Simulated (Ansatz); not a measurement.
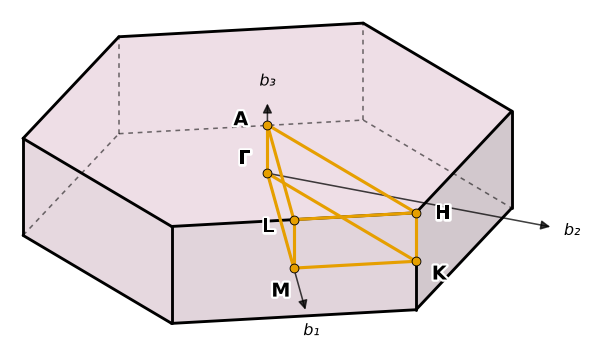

For Ta, the end point of a relaxation with Ansatz 0.2.0, DFT, RPBE, plane waves (420 eV) with PAW, scalar-relativistic; the starting structure was generated, so it need not be a known form of this composition: the first Brillouin zone and its special points. Symmetry computed with spglib at a tolerance of 0.002 Å; standard conventional cell.

Space group P6₃/mmc, No. 194; a = 2.960 Å, b = 2.960 Å, c = 10.082 Å, α = 90.00°, β = 90.00°, γ = 120.00°.

Labels and path follow the convention of Hinuma et al. (2017), as computed by seekpath; the arrows show the directions of the reciprocal primitive vectors b₁, b₂, b₃, in which coordinates are given; lengths include the factor 2π.

Q: List the special points with their coordinates and distances from Γ.

A:
| point | k₁ | k₂ | k₃ | length of k (1/Å) |
| --- | --- | --- | --- | --- |
| Γ | 0 | 0 | 0 | 0.000 |
| A | 0 | 0 | 1/2 | 0.312 |
| K | 1/3 | 1/3 | 0 | 1.415 |
| H | 1/3 | 1/3 | 1/2 | 1.449 |
| M | 1/2 | 0 | 0 | 1.225 |
| L | 1/2 | 0 | 1/2 | 1.264 |

Q: What is the zone's volume?

A: (2π)³ over the primitive cell's volume of 76.51 Å³: 3.24 Å⁻³.
